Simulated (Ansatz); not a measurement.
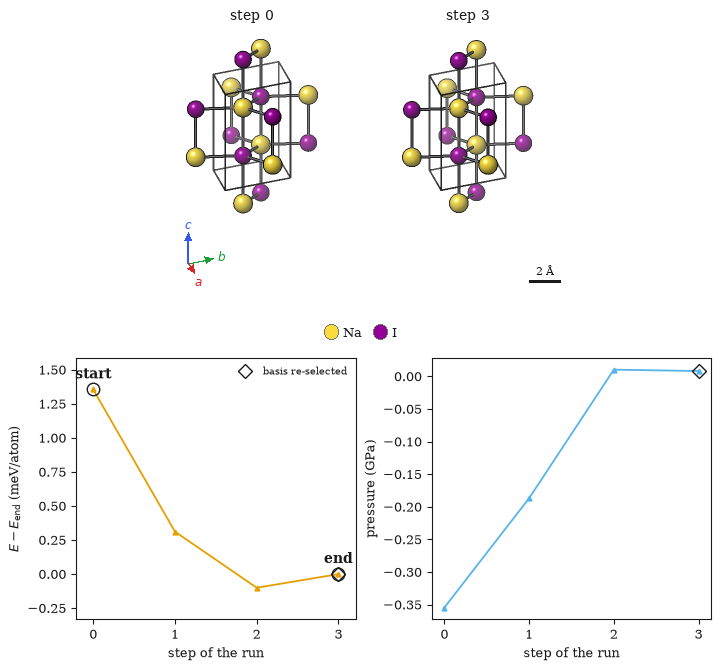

First and last geometry of a relaxation of crystalline NaI (built on the h-MgO (five-fold) type), with the history of the run. A ball-and-stick model of the cell of the calculation, seen from a free direction.

Method: DFT, r2SCAN, plane waves, PAW in Ansatz.

The input:
```yaml
crystal:
  lattice:
    - [5.4678343697, 0.0, 0.0]
    - [-2.7339171848, 4.7352834678, 0.0]
    - [0.0, 0.0, 6.5291243091]
  atoms:
    - { symbol: Na, position: [0.3333333333, 0.6666666667, 0.25] }
    - { symbol: Na, position: [0.6666666667, 0.3333333333, 0.75] }
    - { symbol: I, position: [0.6666666667, 0.3333333333, 0.25] }
    - { symbol: I, position: [0.3333333333, 0.6666666667, 0.75] }
kpoints:
  mp_grid: { grid: [6, 6, 4] }
hamiltonian:
  xc: r2scan
scf:
  occupations: { method: fermi_dirac, width: 0.02 }
relax:
  f_tol: 0.005
  cell: {}
```

Q: What do the curves and the structures tell?

A: It converged. After 2 accepted moves (3 points after the start) the energy has fallen by 1.4 meV per atom. All forces vanish by symmetry, so only the cell relaxes. Pressure: −0.35 GPa at the start and 0.01 GPa at the end. At 1 point the geometry stayed and the basis and grid were re-selected for the new cell (energy shift of 0.1 meV per atom at most each time). No atom moves by more than 0.005 Å relative to the cell. The volume changes by −2.9 %, with a = b 5.468 → 5.416 Å (−0.9 %), c 6.529 → 6.462 Å (−1.0 %). Among the contacts that change: Na1–I4 3.265 → 3.231 Å, Na1–I3 3.157 → 3.127 Å. The space group stays P6_3/mmc (No. 194). The run took of the order of 80 core-seconds on a shared host.
